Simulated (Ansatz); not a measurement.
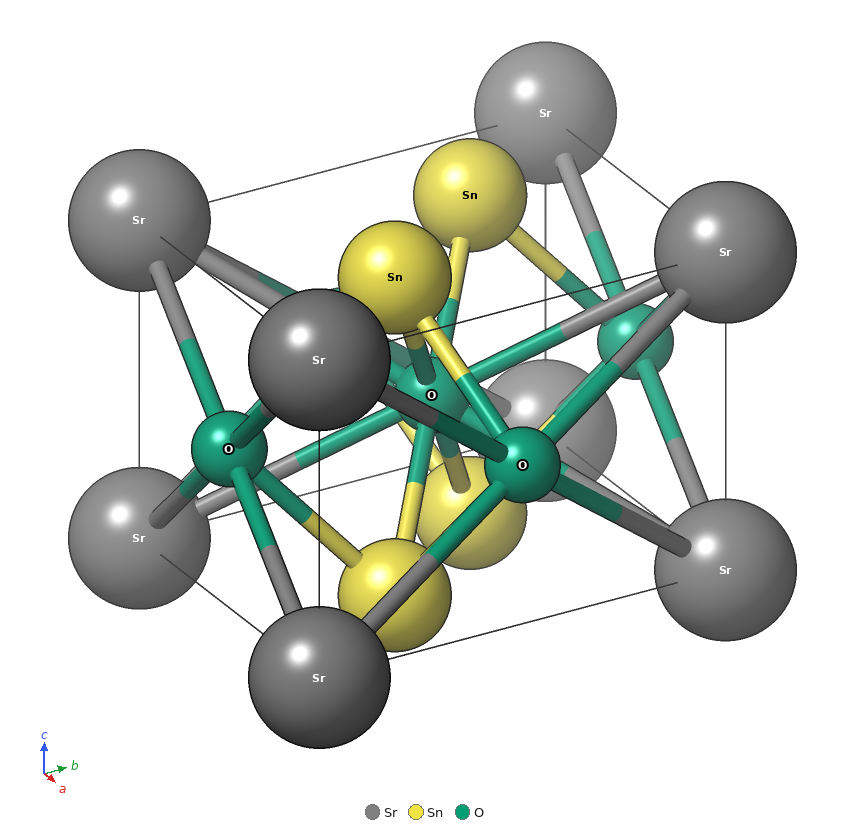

Ball-and-stick representation of a periodic structure, projected slightly off an axis. One conventional unit cell is framed, with atoms on its boundary repeated. Cell: a = 6.11 Å, b = 6.11 Å, c = 3.33 Å, α = 90.00°, β = 90.00°, γ = 120.00°.

The structure comes from a structure type filled with these elements by a generator (whether the compound takes this form wasn't checked). Earlier steps of the study may have refined or changed the cell and positions. A calculation with Ansatz used it as input.

Q: Give a description of the structure.

A: The structure is one of SrSn2O3. Space group P6/mmm (No. 191), lattice primitive hexagonal. The structure type is CeCo₃B₂ type. With Z = 1, the cell contains 1 Sr, 2 Sn, 3 O. Each Sn has six O in a trigonal prismatic arrangement at about 2.4 Å. Each O has four Sr and four Sn in a distorted cubic arrangement (about 3.5 Å to Sr, 2.4 Å to Sn). The bonds build a three-dimensional framework.

Theory: DFT PBE, scalar-relativistic, plane waves, PAW in Ansatz. Numerical settings: 420 eV cutoff, a 6×6×12 grid in reciprocal space, Gaussian smearing of 0.1 eV, no spin polarisation.

Q: Does it come out as a metal, or with a gap?

A: A metal: bands cross the Fermi level.

Q: What net charge does each kind of atom have (Bader)?

A: Sr +1.25 e; Sn +1.29 e; O -1.28 e.

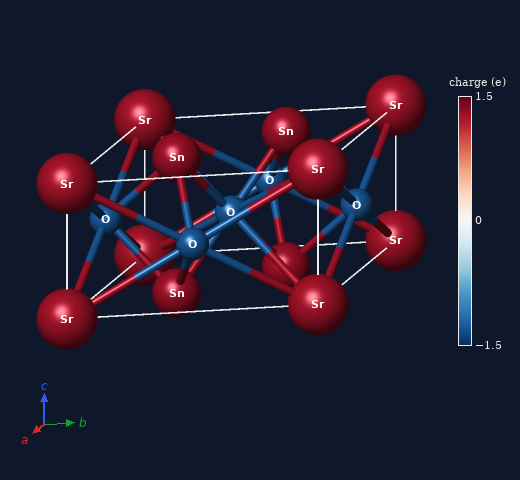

The atoms coloured by those charges. The run's cell of 6 atoms is drawn.

Q: Does this geometry sit at a stationary point of the energy?

A: Yes. All forces vanish to within 0.01 eV/Å. The pressure is 0.0 GPa, close to zero.
